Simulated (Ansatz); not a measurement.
# Geometry relaxation of C

- system: C (4 atoms in the cell)
- method: DFT r2SCAN+D3(BJ), scalar-relativistic, plane waves, PAW, no spin polarisation (Ansatz 0.2.0)

The structure derives from a Materials Project entry.

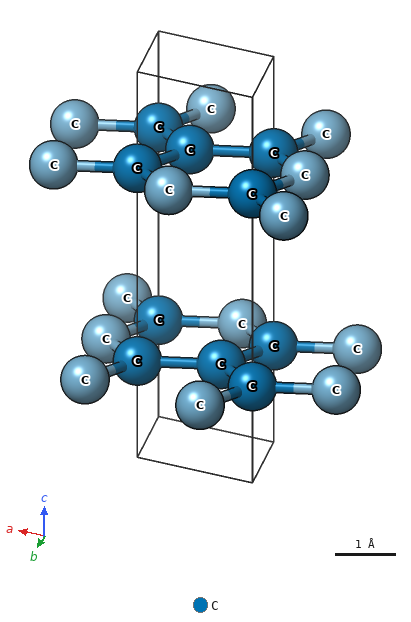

**Figure 1.** The starting structure (ball-and-stick view of the cell of the calculation, seen at an oblique angle; neighbours outside the cell are drawn fainter). Near neighbours in the crystal (not all of them lie inside the picture): C has 3 C at 1.42 Å.

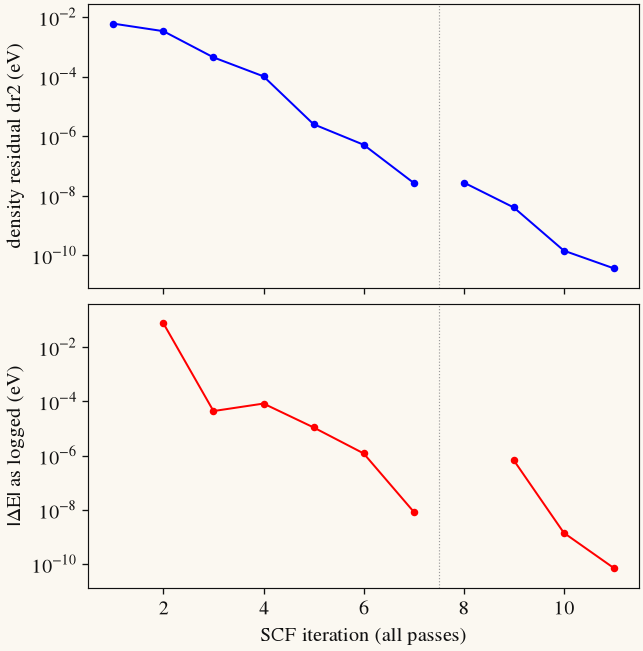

**Figure 2.** Convergence of the self-consistent field: density residual dr2 and size of the energy change against the SCF iteration. The dotted lines part the SCF passes of the relaxation: geometry steps, rejected trials and re-solves on a re-selected basis. The passes take 7 and 4 iterations.

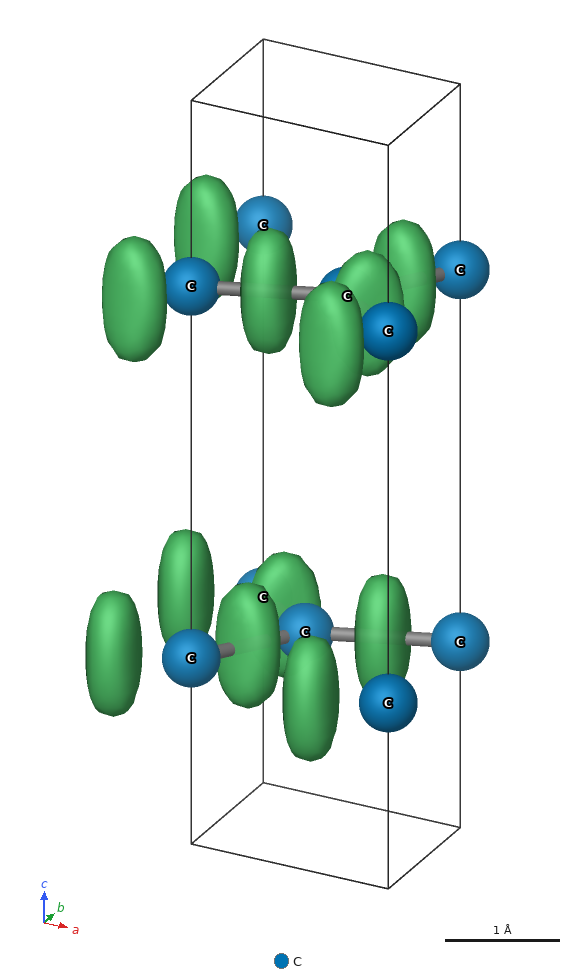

**Figure 3.** Isosurface of the ELF at 0.85 (green), seen slightly off an axis. Only the valence region is drawn (cores and ρ < 0.01 e/Å³ removed). Sticks mark near contacts. The outline is the cell set on symmetry axes. Along the contacts the grid gives the following. C–C (1.42 Å): the ELF peaks at about 0.95 between the atoms, which marks a shared electron pair. In a PAW calculation such maps are meaningful between the atoms, not at the nuclei.

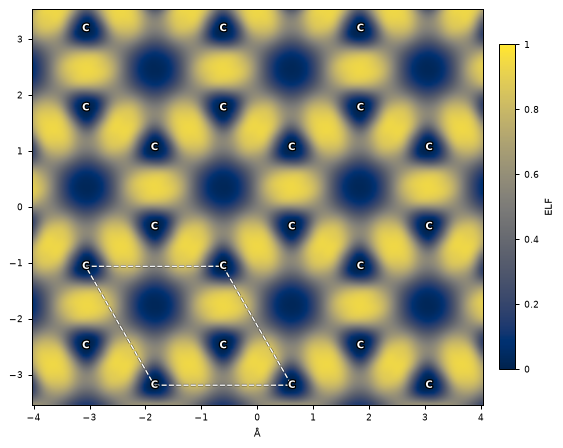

**Figure 4.** Electron localisation function on the (001) plane of the conventional cell. Atoms in the plane: C. C–C (1.42 Å): the ELF peaks at about 0.95 between the atoms (localised, shared-pair bonding).

The input and output of the run follow.

The input
```yaml
crystal:
  lattice:
    - [2.4554526557, 0.0, 0.0]
    - [-1.2277263278, 2.1264843776, 0.0]
    - [0.0, 0.0, 6.7304039101]
  atoms:
    - { symbol: C, position: [0.0, 0.0, 0.25] }
    - { symbol: C, position: [0.0, 0.0, 0.75] }
    - { symbol: C, position: [0.3333333333, 0.6666666667, 0.25] }
    - { symbol: C, position: [0.6666666667, 0.3333333333, 0.75] }
basis:
  ecutwfc: 500
kpoints:
  mp_grid: { grid: [21, 21, 6] }
hamiltonian:
  xc: r2scan
  dispersion: d3bj
scf:
  occupations: { method: gaussian, width: 0.1 }
output:
  forces: true
  stress: true
  eigenvalues: true
  write_density: true
  write_potential: true
  elf: true
  volumetric_format: npy
relax:
  adjacent_minimum: "off"
  f_tol: 0.005
  max_steps: 80
  cell: { stress_tol: 0.05 }
```

Launch command:
```bash
ansatz run input.yaml --threads 2 --pin off --max-ram 5120MiB --backend cpu --events-out ev --progress --plain --runs-dir out
```

Log
```
Warning: the engine holds no damping parameters fitted to this dispersion correction and functional, so the run takes those fitted to r2scan beside the three-body term, which d3bj leaves out (hamiltonian.dispersion, under Limitations)
Engine: ansatz 0.2.0, x86_64-unknown-linux-gnu
Pseudopotentials: kind: paw
Pseudopotential: C, paw, valence charge 4, recommended cutoff 500 eV (meta_gga), C.paw.azcp
Functional definition: r2SCAN
  parameter k0 = 0.174
  parameter k1 = 0.065
  parameter a1 = 4.9479
  exchange = r2scan_x(k0 = k0, k1 = k1, a1 = a1)
  correlation = r2scan_c
Crystal: 4 atoms, lattice volume = 35.143 Å³
Basis set: ecut = 500 eV, 883 PW (Γ), exchange–correlation on 72×72×200 points (64 copies of the dense FFT grid, shifted against one another)
Bands: 12, of which v1, the nominal top of the filled ones, is band 8 counted from 1 (7 counted from 0)
Symmetry: 24 space group operations
Space group: P63/mmc (ITA 194), of the structure as read, at distance tolerance 3.3e-5 Å
k-points: 192 of 2646
Non-local potential: C, projectors of the file, l = 0: 2, l = 1: 2, l = 2: 1
PAW form: soft (Blöchl's): semilocal exchange-correlation on the pseudo side does not see the compensation charge
PAW frozen core: C, regenerated for the run's functional (the file was generated under x = pbe(κ = 0.804, μ = 0.2195149727645171), c = pbe(β = 0.06672455060314922))
PAW one-centre angular grid: C, 302 points (default); XC on 239 of its mesh's 2573 points in the sphere
Initial density: superposition of atomic densities (neutral atoms: chi_scale 0, normalization atom), corrected by the library's trained network
Initial wavefunctions: pseudopotential atomic-orbital guess
Functional: x = r2scan, c = r2scan; τ floored in thin density (d = 2e-4 eV/Å³)
SCF iter   1: F=—  HF=-1006.895674 eV  |F-HF|=—  |Δ(HF+E_count)|=         —  Δρ=7.50e-3  dr2=6.00e-3  dr2_τ=8.25e-1  ethr=1.77e-3  ⟨swp⟩=5.8  Hψ=12977  notcnv=0
preconditioner: auto → none  [metal: Δε(μ)=0.017 eV  Ē_g=16.700 eV  σ=0.100 eV  W_gap=0.10  n_scr=4 (ndim 8)  ℏωp=25.1 eV  f_vac=0.002  D(μ)=0.12/eV (n_scr^D=0)  sad-step TF]
SCF iter   2: F=—  HF=-1006.971021 eV  |F-HF|=—  |Δ(HF+E_count)|=   7.53e-2  Δρ=5.37e-3  dr2=3.35e-3  dr2_τ=1.45e-4  ethr=3.75e-5  ⟨swp⟩=2.0  Hψ=6144  notcnv=0
SCF iter   3: F=—  HF=-1006.971065 eV  |F-HF|=—  |Δ(HF+E_count)|=   4.38e-5  Δρ=1.47e-3  dr2=4.42e-4  dr2_τ=1.47e-4  ethr=2.10e-5  ⟨swp⟩=2.3  Hψ=3703  notcnv=0
SCF iter   4: F=—  HF=-1006.970982 eV  |F-HF|=—  |Δ(HF+E_count)|=   8.28e-5  Δρ=8.27e-4  dr2=1.02e-4  dr2_τ=9.30e-6  ethr=2.76e-6  ⟨swp⟩=2.4  Hψ=3852  notcnv=0
SCF iter   5: F=—  HF=-1006.970971 eV  |F-HF|=—  |Δ(HF+E_count)|=   1.09e-5  Δρ=1.05e-4  dr2=2.52e-6  dr2_τ=3.65e-7  ethr=6.35e-7  ⟨swp⟩=2.7  Hψ=4000  notcnv=0
SCF iter   6: F=—  HF=-1006.970973 eV  |F-HF|=—  |Δ(HF+E_count)|=   1.20e-6  Δρ=6.03e-5  dr2=5.16e-7  dr2_τ=4.94e-8  ethr=1.58e-8  ⟨swp⟩=2.0  Hψ=3750  notcnv=0
SCF iter   7: F=-1006.970973 eV  HF=-1006.970973 eV  |F-HF|=2.94e-9  |Δ(HF+E_count)|=   8.47e-9  Δρ=1.36e-5  dr2=2.71e-8  dr2_τ=1.69e-9  ethr=6.25e-10  ⟨swp⟩=6.9  Hψ=14887  notcnv=0
the search or the solves at the SCF's close seem to have found levels that the self-consistency loop had missed (the run counts 1). By its estimate they hold under 1e-12 electrons; where the run keeps them, the occupations were computed again with them
SCF 1 converged in 7 iterations: F = -1006.970973 eV  dr2 = 2.71e-8
  greatest PAW one-centre occupation: 0.687 electrons in one spin orbital (limit 2), on the C atom at site 1 (counted from 0), in its partial waves of l = 0
relax step   1: F+E_penalty+E_count = -1006.97097264 eV  Δ(F+E_penalty+E_count) = +0.000e0 eV  max|allowed force component| = 1.573e-16 eV/Å  Δτ_max = 0.0000 Å  P = +0.004 GPa  Ω = 35.143 Å³  (7 SCF iters, dr2 threshold 1.00e-7 eV, accepted)
Initial density: handed on by an earlier stage of this run
Initial wavefunctions: pseudopotential atomic-orbital guess (no wavefunctions were taken with the density)
iter 1 solved again at ethr=1.50e-7 eV; its pass at ethr=3.10e-3 eV (dr2=2.41e-5 eV) is discarded
SCF iter   1: F=—  HF=-1006.970973 eV  |F-HF|=—  |Δ(HF+E_count)|=         —  Δρ=1.37e-5  dr2=2.79e-8  dr2_τ=1.66e-9  ethr=1.50e-7  ⟨swp⟩=4.1  Hψ=19977  notcnv=0
preconditioner: auto → none  [metal: Δε(μ)=0.017 eV  Ē_g=16.715 eV  σ=0.100 eV  W_gap=0.09  n_scr=4 (ndim 8)  ℏωp=25.1 eV  f_vac=0.000  D(μ)=0.12/eV (n_scr^D=0)]
SCF iter   2: F=—  HF=-1006.970973 eV  |F-HF|=—  |Δ(HF+E_count)|=   6.70e-7  Δρ=5.91e-6  dr2=4.05e-9  dr2_τ=4.40e-10  ethr=1.75e-10  ⟨swp⟩=2.6  Hψ=3982  notcnv=0
SCF iter   3: F=—  HF=-1006.970973 eV  |F-HF|=—  |Δ(HF+E_count)|=   1.41e-9  Δρ=1.02e-6  dr2=1.44e-10  dr2_τ=2.31e-11  ethr=2.53e-11  ⟨swp⟩=2.2  Hψ=3806  notcnv=0
SCF iter   4: F=-1006.970973 eV  HF=-1006.970973 eV  |F-HF|=2.11e-11  |Δ(HF+E_count)|=  7.06e-11  Δρ=3.62e-7  dr2=3.66e-11  dr2_τ=7.96e-12  ethr=1.00e-12  ⟨swp⟩=6.7  Hψ=11945  notcnv=0
SCF 2 converged in 4 iterations: F = -1006.970973 eV  dr2 = 3.66e-11
relax step   2: F+E_penalty+E_count = -1006.97097264 eV  Δ(F+E_penalty+E_count) = -3.296e-9 eV  max|allowed force component| = 1.665e-16 eV/Å  Δτ_max = 0.0000 Å  P = +0.002 GPa  Ω = 35.143 Å³  stress off target by 2.66e-3 GPa  SCF on the basis re-selected at this cell (its energy is not comparable with the rows above)  (4 SCF iters)
basis re-selected at this cell: Δ(F+E_penalty+E_count) = -3.296e-9 eV, ΔP = -0.002 GPa vs the last step (what re-selecting the basis moved, of the pressure what is left beyond the Pulay correction that the steps carried, after the strain that the cell walked since its last selection, with what the two solves' SCF thresholds leave and, on support functions, any second-order correction that the steps lacked; it is no measure of the basis error at this ecutwfc). This SCF's stress stands 2.66e-3 GPa from its target on what of the cell is left free (relax.cell.stress_tol is 5.00e-2 GPa) and its largest allowed force component is 1.67e-16 eV/Å (relax.f_tol is 5.00e-3 eV/Å): within both
SCF converged after 4 iterations
Free energy (F): -1006.970973 eV
Harris-Foulkes:  -1006.970973 eV  (|F-HF|=2.11e-11)
Internal energy: -1006.970383 eV  (E = F + TS)
E sigma→0 (E₀):  -1006.970678 eV
Entropy (-TS):   -0.000589 eV (-0.147 meV/atom)
Fermi energy:    6.986995 eV
--- Per-component energies (eV) ---
  E_band       = -44.212415
  E_kinetic    = 363.711820
  E_local      = -613.300029  (includes V_loc(G=0)·N_el)
  E_nonlocal   = 107.829653
  E_hartree    = 185.841222
  E_xc         = -188.979783
  E_vxc        = -261.712299  (∫ρ·V_xc dr)
  E_paw        = -403.524678  (= ΣΔE_a)
  E_vpaw       = -27.025605  (= ΣTr[D̂ρ^β])
  E_aug_tail   = 0.000021  (compensation charges beyond the density's cutoff)
  E_vtau       = 14.601584  (kinetic-family band-sum trace: ∫τ·v_τ [+ j·A + Jᵃ·Aᵃ] dr)
  E_ewald      = -458.145157
  E_disp       = -0.304356  (pairwise vdW)
  E_core_change = -0.099095  (= ΣΔE_core)
  E_smearing   = -0.000589  (= −TS)
  E_closure    = 0.000000  (closes the sum)
  Σ components = -1006.970973   (vs F -1006.970973, Δ=0.00e0)
--- Forces (eV/Å), atoms counted from 1 ---
  atom   1  C      0.00000000     0.00000000    -0.00000000
  atom   2  C      0.00000000    -0.00000000     0.00000000
  atom   3  C      0.00000000     0.00000000     0.00000000
  atom   4  C      0.00000000    -0.00000000    -0.00000000
  max |Σ_I F_I| component: 2.96e-16 eV/Å
--- Stress (GPa, compression-positive) ---
        0.002120      -0.000000       0.000000
       -0.000000       0.002120       0.000000
        0.000000       0.000000       0.002657
  P = ⅓ Tr σ = 0.0023 GPa (0.023 kbar)
--- Band table (eV; the first three rows and the last of 192) ---
  k-point 0: bands = ["-13.9886", "-13.6988", "-2.0437", "-0.0571", "3.7650", "3.7650", "3.7835", "3.7835", "11.3911", "15.7521", "15.7521", "15.8053"]
  k-point 1: bands = ["-13.9702", "-13.7194", "-1.9311", "-0.2196", "3.7663", "3.7663", "3.7823", "3.7823", "11.7432", "15.7555", "15.7555", "15.8016"]
  k-point 2: bands = ["-13.9194", "-13.7747", "-1.6126", "-0.6343", "3.7697", "3.7697", "3.7789", "3.7789", "12.7209", "15.7650", "15.7650", "15.7916"]
  k-point 191: bands = ["-6.5148", "-6.5148", "-6.5092", "-6.5092", "-4.1689", "-4.1689", "6.9945", "6.9945", "7.0026", "7.0026", "17.5578", "17.5578"]
--- Relaxed structure (1 steps of the walk, 1 accepted, 1 SCFs on fresh bases) ---
  F+E_penalty+E_count = -1006.97097264 eV   max|allowed force component| = 1.665e-16 eV/Å   (the final SCF, on the basis selected at the relaxed cell)
  cell:  # Å, volume = 35.1427 Å³
    - [2.4554526556848937, -2.8867472565914567e-11, 0.0]
    - [-1.2277263278174468, 2.126484377627516, 0.0]
    - [0.0, 0.0, 6.7304039101]
  atoms:
    - { symbol: C, position: [0.0, 0.0, 0.25000000000000006] }
    - { symbol: C, position: [0.0, 0.0, 0.7500000000000001] }
    - { symbol: C, position: [0.33333333333333337, 0.6666666666666669, 0.25000000000000006] }
    - { symbol: C, position: [0.6666666666666667, 0.3333333333333334, 0.7500000000000001] }
```

Trajectory as extended XYZ (Å, eV, eV/Å), 2 frames, from step=1 to step=2
```
4
Lattice="2.4555 0.0000 0.0000 -1.2277 2.1265 0.0000 0.0000 0.0000 6.7304" Properties=species:S:1:pos:R:3:forces:R:3 step=1 energy=-1006.97097 pressure_GPa=0.00
C     0.0000    0.0000    1.6826    0.0000   0.0000   0.0000
C     0.0000    0.0000    5.0478    0.0000   0.0000   0.0000
C     0.0000    1.4177    1.6826    0.0000   0.0000   0.0000
C     1.2277    0.7088    5.0478    0.0000   0.0000   0.0000
4
Lattice="2.4555 0.0000 0.0000 -1.2277 2.1265 0.0000 0.0000 0.0000 6.7304" Properties=species:S:1:pos:R:3:forces:R:3 step=2 energy=-1006.97097 pressure_GPa=0.00
C     0.0000    0.0000    1.6826    0.0000   0.0000   0.0000
C     0.0000    0.0000    5.0478    0.0000   0.0000   0.0000
C     0.0000    1.4177    1.6826    0.0000   0.0000   0.0000
C     1.2277    0.7088    5.0478    0.0000   0.0000   0.0000
```

Key numbers

- outcome: converged
- space group (tolerance 0.01 Å): P6₃/mmc (194)
- electrons treated: 16
- free energy: −1006.9710 eV
- Fermi energy: 6.987 eV
- gap on the k-point mesh: none (metallic)
- pressure: 0.00 GPa
- final volume: 35.14 Å³
- largest force (length of the vector) at the end: under 0.001 eV/Å
- final cell: a = 2.455 Å, b = 2.455 Å, c = 6.730 Å, α = 90.00°, β = 90.00°, γ = 120.00°
- hardware: 2 threads of Intel Xeon @ 2.50GHz (Skylake/Cascade Lake), 128 GiB of memory available, shared host
- wall time: 14 s (CPU time 27 s)
- peak memory: 0.52 GiB

Notes on the run: the dispersion correction has no parameters fitted for this combination and takes those fitted for r2SCAN with other terms.
